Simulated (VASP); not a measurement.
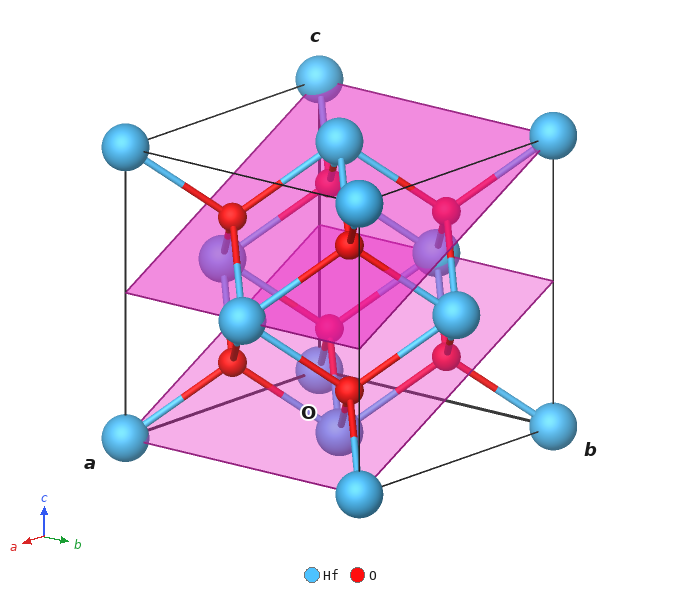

For HfO2, the end point of a relaxation with VASP Kohn-Sham DFT of a periodic cell, r2SCAN, VASP PAW PBE potentials, recommended in VASP: every member of one family of equally spaced planes, hx + ky + lz = a whole number, that cuts the unit cell is shaded (one member passes through the origin O, touching the cell only at an edge or corner). The drawing is computed from the coordinates (standard cell, symmetry found to 0.002 Å).

a = 5.032 Å, b = 5.032 Å, c = 5.032 Å, α = 90.00°, β = 90.00°, γ = 90.00°.

Q: Index the planes.

A: (1 0 2); the opposite sign names the same planes. The member next to the origin meets the axes a at 1, b never, c at 1/2.

Q: What is the spacing?

A: d = 2.250 Å.

Q: Which atoms of the cell lie in these planes (within 0.03 Å)?

A: 2 of the 4 Hf.

Q: The space group is Fm-3m, No. 225. How many reflections hkl are equivalent to this one (itself included), and does it occur?

A: 24 reflections are equivalent in the Laue class m-3m. The reflection is systematically absent, by the centring.
